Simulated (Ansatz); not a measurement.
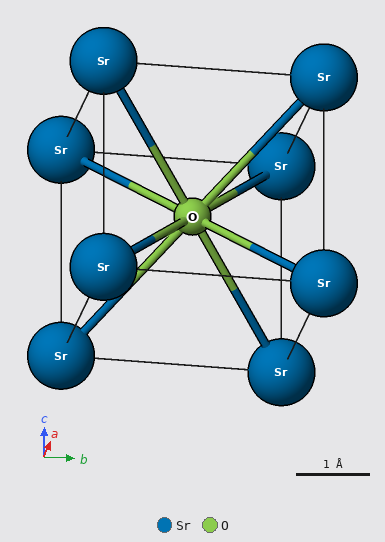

The structure (ball-and-stick view of the cell of the calculation, seen at an oblique angle). Near neighbours in the crystal (not all of them lie inside the picture): Sr has 8 O at 2.70 Å; O has 8 Sr at 2.70 Å.

# Run report: SrO, band-structure calculation

The run: band-structure calculation of SrO (2 atoms in the cell). Method and program: DFT, PBE, plane waves, PAW, no spin polarisation (Ansatz 0.2.0).

The structure was built on a prototype by a generator. The geometry comes from this level: r2SCAN (a point of a series of strains). It belongs to a series of runs on one base structure; here: uniaxial_x strain +1.9%.

### What the program printed
```
scf.n_extra_bands = 4 over 8 filled bands (N_el = 16.0): the run solves 12 bands
Engine: ansatz 0.2.0, x86_64-unknown-linux-gnu
Pseudopotentials: kind: paw
Pseudopotential: Sr, paw, valence charge 10, recommended cutoff 420 eV (normal), Sr.paw.azcp
Pseudopotential: O, paw, valence charge 6, recommended cutoff 420 eV (normal), O.paw.azcp
Functional definition: PBE
  parameter kappa = 0.804
  parameter beta = 0.06672455060314922
  exchange = pbe_x(kappa = kappa, mu = beta*pi^2/3)
  correlation = pbe_c(beta = beta)
Crystal: 2 atoms, lattice volume = 30.432 Å³
Basis set: ecut = 420 eV, 603 PW (Γ), exchange–correlation on 48×48×48 points (8 copies of the dense FFT grid, shifted against one another)
Bands: 12, of which v1, the nominal top of the filled ones, is band 8 counted from 1 (7 counted from 0)
Symmetry: 16 space group operations
Space group: P4/mmm (ITA 123), of the structure as read, at distance tolerance 3.1e-5 Å
k-points: 75 of 512
Non-local potential: Sr, projectors of the file, l = 0: 3, l = 1: 2, l = 2: 2
Non-local potential: O, projectors of the file, l = 0: 2, l = 1: 2, l = 2: 1
PAW form: soft (Blöchl's): semilocal exchange-correlation on the pseudo side does not see the compensation charge
PAW one-centre angular grid: Sr, 110 points (default); XC on 64 Gauss nodes
PAW one-centre angular grid: O, 110 points (default); XC on 64 Gauss nodes
Initial density: superposition of atomic densities (neutral atoms: chi_scale 0, normalization atom), corrected by the library's trained network
Initial wavefunctions: pseudopotential atomic-orbital guess
Functional: x = pbe(κ = 0.804, μ = 0.2195149727645171), c = pbe(β = 0.06672455060314922)
SCF iter   1: F=—  HF=-4113.795089 eV  |F-HF|=—  |Δ(HF+E_count)|=         —  Δρ=3.71e-3  dr2=6.03e-3  ethr=1.77e-3  ⟨swp⟩=9.4  Hψ=7142  notcnv=0
preconditioner: auto → none  [insulator: Δε(μ)=2.832 eV  Ē_g=16.298 eV  σ=0.020 eV  W_gap=1.00  n_scr=6 (ndim 8)  ℏωp=25.2 eV  f_vac=0.000  D(μ)=0.00/eV (n_scr^D=0)  ε∞_Penn≈3.4]
SCF iter   2: F=—  HF=-4113.794977 eV  |F-HF|=—  |Δ(HF+E_count)|=   1.12e-4  Δρ=1.01e-3  dr2=1.68e-4  ethr=3.77e-5  ⟨swp⟩=2.3  Hψ=2120  notcnv=0
SCF iter   3: F=—  HF=-4113.795028 eV  |F-HF|=—  |Δ(HF+E_count)|=   5.14e-5  Δρ=3.53e-4  dr2=2.22e-5  ethr=1.05e-6  ⟨swp⟩=2.1  Hψ=1342  notcnv=0
SCF iter   4: F=—  HF=-4113.795038 eV  |F-HF|=—  |Δ(HF+E_count)|=   9.92e-6  Δρ=4.71e-5  dr2=3.40e-7  ethr=1.39e-7  ⟨swp⟩=2.6  Hψ=1326  notcnv=0
iter 5 did not close the SCF: its close was put off for the readings that it lacked (scf_convergence_deferred on its scf_iter line)
SCF iter   5: F=-4113.795039 eV  HF=-4113.795039 eV  |F-HF|=5.37e-9  |Δ(HF+E_count)|=   7.77e-7  Δρ=6.82e-6  dr2=6.15e-9  ethr=2.12e-9  ⟨swp⟩=2.4  Hψ=1467  notcnv=0
SCF iter   6: F=-4113.795039 eV  HF=-4113.795039 eV  |F-HF|=1.40e-10  |Δ(HF+E_count)|=   7.23e-9  Δρ=7.61e-7  dr2=1.67e-10  ethr=3.85e-11  ⟨swp⟩=2.6  Hψ=3321  notcnv=0
SCF 1 converged in 6 iterations: F = -4113.795039 eV  dr2 = 1.67e-10
  greatest PAW one-centre occupation: 0.987 electrons in one spin orbital (limit 2), on the Sr atom at site 0 (counted from 0), in its partial waves of l = 0
```

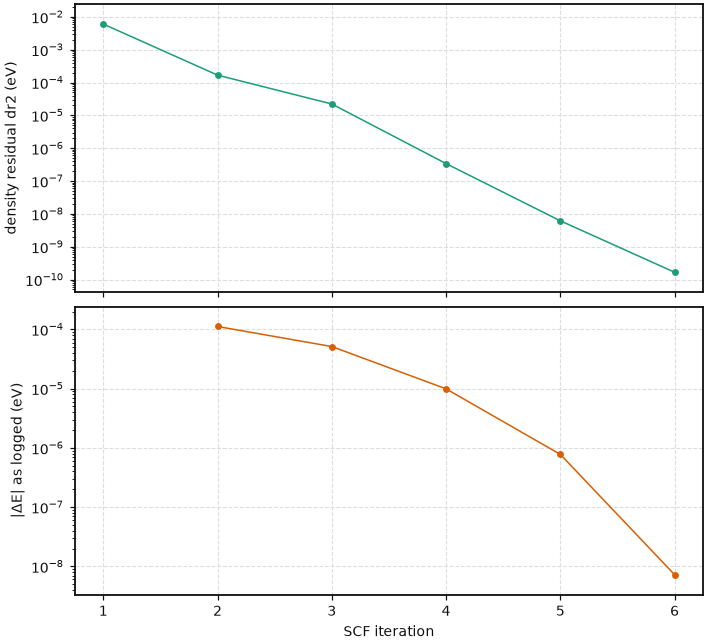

Convergence of the self-consistent field: density residual dr2 and size of the energy change against the SCF iteration. The residual falls at every step.

```
NSCF: frozen V_eff on 5 k-points
SCF converged after 6 iterations
Free energy (F): -4113.795039 eV
Harris-Foulkes:  -4113.795039 eV  (|F-HF|=1.40e-10)
Internal energy: -4113.795039 eV  (E = F + TS)
E sigma→0 (E₀):  -4113.795039 eV
Fermi energy:    11.463352 eV
--- Per-component energies (eV) ---
  E_band       = -38.180209
  E_kinetic    = 422.504835
  E_local      = -769.957666  (includes V_loc(G=0)·N_el)
  E_nonlocal   = 249.847583
  E_hartree    = 197.238377
  E_xc         = -249.449609
  E_vxc        = -259.334559  (∫ρ·V_xc dr)
  E_paw        = -2852.220398  (= ΣΔE_a)
  E_vpaw       = -75.719750  (= ΣTr[D̂ρ^β])
  E_aug_tail   = 0.002394  (compensation charges beyond the density's cutoff)
  E_ewald      = -1111.760554
  E_smearing   = -0.000000  (= −TS)
  E_closure    = -0.000000  (closes the sum)
  Σ components = -4113.795039   (vs F -4113.795039, Δ=0.00e0)
--- Forces (eV/Å), atoms counted from 1 ---
  atom   1  Sr    -0.00000000    -0.00000000     0.00000000
  atom   2  O     -0.00000000     0.00000000     0.00000000
  max |Σ_I F_I| component: 1.03e-29 eV/Å
--- Stress (GPa, compression-positive) ---
       -2.642789      -0.000000       0.000000
       -0.000000       2.833117       0.000000
        0.000000       0.000000       2.833117
  P = ⅓ Tr σ = 1.0078 GPa (10.078 kbar)
--- Band table (eV; the first three rows and the last of 75) ---
  k-point 0: bands = ["-23.7918", "-5.5947", "-5.0632", "-4.9893", "-4.9893", "9.8960", "10.0197", "10.0197", "12.8383", "12.8430", "14.5796", "20.4543"]
  k-point 1: bands = ["-23.7600", "-6.0934", "-5.0330", "-4.9603", "-4.6580", "9.3975", "9.8142", "9.9484", "12.9795", "13.5840", "15.2495", "20.1761"]
  k-point 2: bands = ["-23.6820", "-6.8465", "-4.9589", "-4.8893", "-4.2748", "8.3031", "9.6087", "9.7684", "13.3528", "15.3108", "16.7650", "19.6680"]
  k-point 74: bands = ["-23.2075", "-6.1292", "-6.1292", "-5.9639", "-4.9066", "7.1499", "7.1875", "7.1875", "18.0967", "18.3530", "18.3530", "23.0752"]
```

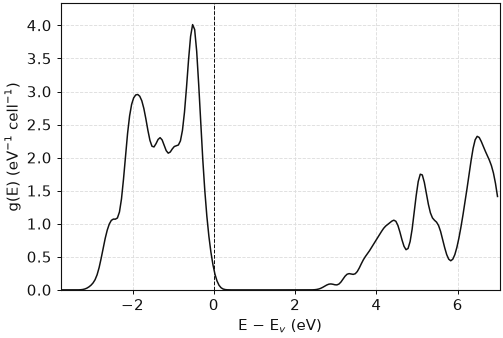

Density of states (the curve is built from the levels of the k mesh with Gaussians 0.3 eV wide, which also blur the band edges), with energies from the valence-band top. There is a gap of 2.75 eV on the k-point mesh. Small ripples come from the finite k-point mesh.

This output came from the following input.

### Input file
```yaml
crystal:
  lattice:
    - [3.1608886465, 0.0, 0.0]
    - [0.0, 3.1028650697, 0.0]
    - [0.0, 0.0, 3.1028650697]
  atoms:
    - { symbol: Sr, position: [0.0, 0.0, 0.0] }
    - { symbol: O, position: [0.5, 0.5, 0.5] }
kpoints:
  mp_grid: { grid: [8, 8, 8] }
  band_path:
    path:
      - [0.0, 0.0, 0.0]
      - [0.0, 0.5, 0.0]
      - [0.5, 0.5, 0.0]
      - [0.5, 0.5, 0.5]
      - [0.5, 0.0, 0.5]
    npoints: 1
hamiltonian:
  xc: pbe
scf:
  occupations: { method: fermi_dirac, width: 0.02 }
  n_extra_bands: 4
output:
  forces: true
  stress: true
  eigenvalues: true
```

Run as:
```bash
ansatz run input.yaml --threads 4 --pin off --max-ram 3686MiB --backend cpu --events-out ev --progress --plain --runs-dir out
```

### Key numbers

| quantity | value |
| --- | --- |
| outcome | converged |
| space group (tolerance 0.01 Å) | P4/mmm (123) |
| electrons treated | 16 |
| free energy | −4113.7950 eV |
| Fermi energy | 11.463 eV |
| gap on the k-point mesh | 2.75 eV |
| pressure | 1.01 GPa |
| largest force (length of the vector) | under 0.001 eV/Å |
| hardware | 4 threads of an x86-64 CPU, shared host |
| wall time | 1.5 s (CPU time 4.2 s) |
| peak memory | 0.32 GiB |
